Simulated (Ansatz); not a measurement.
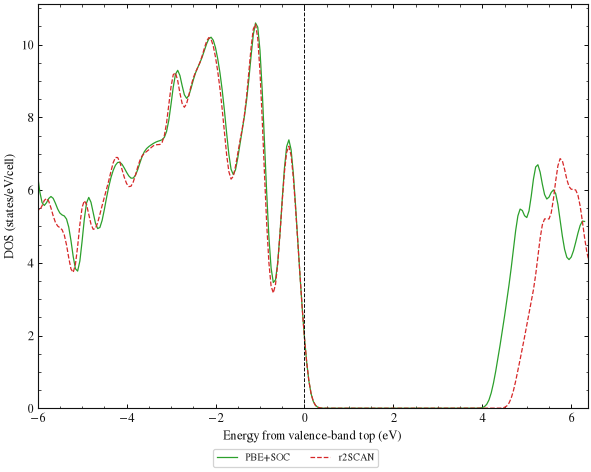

Total densities of states of HfSiO$_{4}$, space group C2/m, 12 atoms in the cell, anatase host type, by two methods on the same cell. The curves are built from the levels of the k mesh with Gaussians 0.3 eV wide, which also blur the band edges. Each is counted from its own valence-band top.

### How do the methods compare?

PBE+SOC gives a gap of 4.32 eV and r2SCAN gives a gap of 4.81 eV.

Settings. PBE+SOC: DFT, PBE with spin-orbit coupling, plane waves, PAW, 8×8×4 k mesh, 420 eV cutoff (Ansatz 0.2.0). r2SCAN: DFT, r2SCAN, plane waves, PAW, no spin polarisation, 8×8×4 k mesh, 500 eV cutoff (Ansatz 0.2.0).
